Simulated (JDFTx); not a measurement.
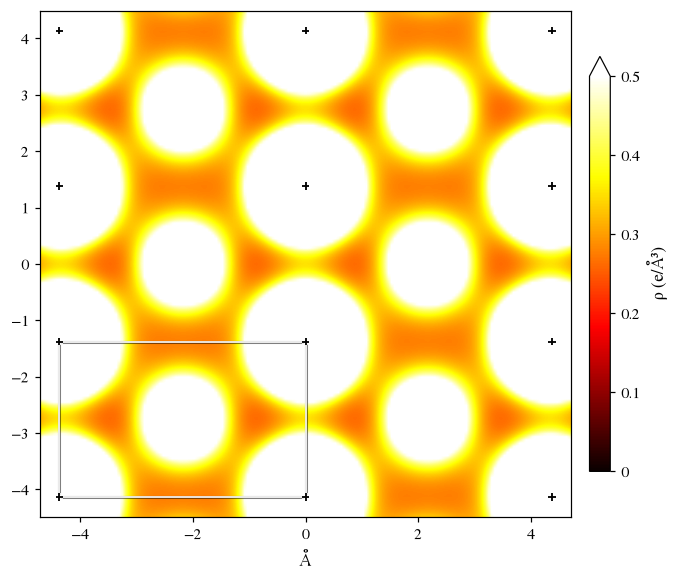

The valence pseudo-density on a plane through atoms (crosses mark nuclei in the plane).

These are results of Kohn-Sham DFT of a periodic cell, r2SCAN, SG15-PBE-1.2 (JDFTx 1.7.0 (patched build)), not measurements.

Candidates:
A. Ru, a = 2.76 Å, b = 2.76 Å, c = 4.37 Å, α = 90.00°, β = 90.00°, γ = 120.00°. Space group P6₃/mmc; computed pressure about −20 GPa in this cell.
B. KCl, a = 6.25 Å, b = 6.25 Å, c = 6.25 Å, α = 90.00°, β = 90.00°, γ = 90.00°. Space group Fm-3m.
C. NaF, a = 4.67 Å, b = 4.67 Å, c = 4.67 Å, α = 90.00°, β = 90.00°, γ = 90.00°. Space group Fm-3m.

**Which candidate gave the map?**

Candidate A: Ru on the (11̄0) plane of the conventional cell, which holds Ru. Ru–Ru (2.76 Å): ρ at the midpoint is about 0.35 e/Å³.
